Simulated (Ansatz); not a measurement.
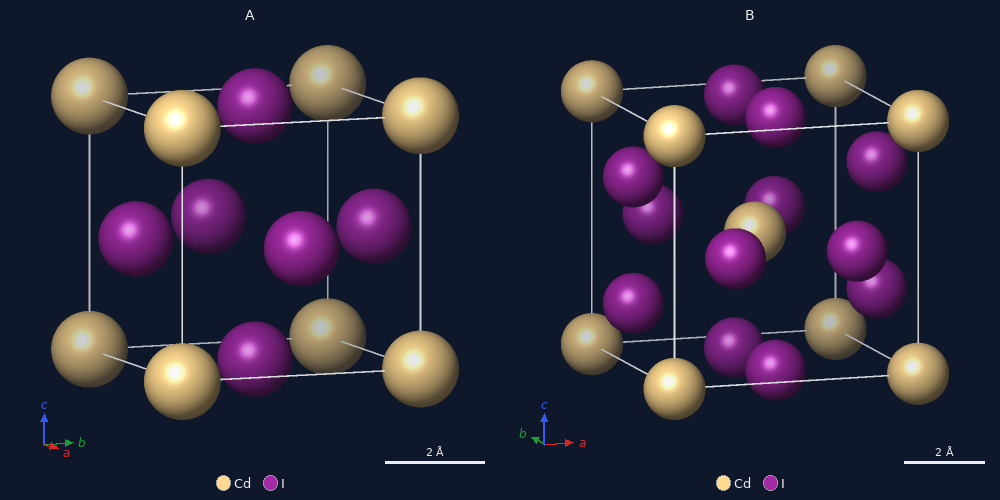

Two structures of CdI3, each relaxed to rest (conventional cells in solid outline, small ones repeated, not to one scale). Method: DFT PBE, scalar-relativistic, plane waves, PAW (Ansatz), without spin polarisation.

Name structures A and B.

A: Cu₃Au (L1₂) type, Pm-3m. B: Cr₃Si (A15) type, Pm-3n.

Which structure is more stable?

B is lower, by 245 meV/atom at this level of theory (energies at zero smearing). Volumes: A 35.2, B 33.9 Å³/atom.

One or both may be structure types tried for this composition rather than known phases.
